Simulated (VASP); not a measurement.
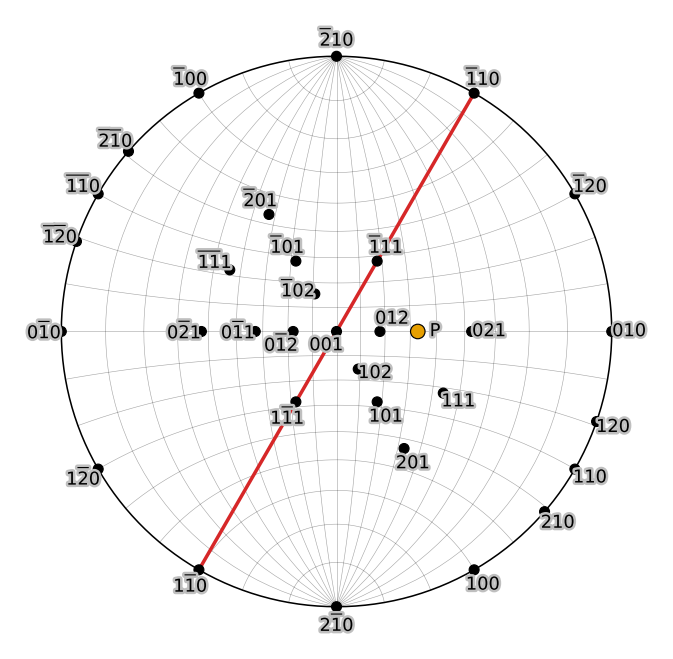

Crystal: TaN, an entry of the Crystallography Open Database, as set up for an electronic-structure calculation. Stereographic projection of plane normals (upper hemisphere) centred on (0 0 1). Geometry calculated from the standardised cell; symmetry tolerance 0.002 Å.

a = 5.196 Å, b = 5.196 Å, c = 2.911 Å, α = 90.00°, β = 90.00°, γ = 120.00°.

Index the pole marked P.

P is (0 1 1), in four indices (0 1 −1 1), 32.9° from the centre.

Which zone does the coloured great circle trace?

The zone [1 1 0]: its poles satisfy h + k = 0.

What is the angle between the normals of (0 −2 1) and (0 −1 0), and what are their d_hkl = 1/|g|?

37.7°; d = 1.780 Å and 4.500 Å.
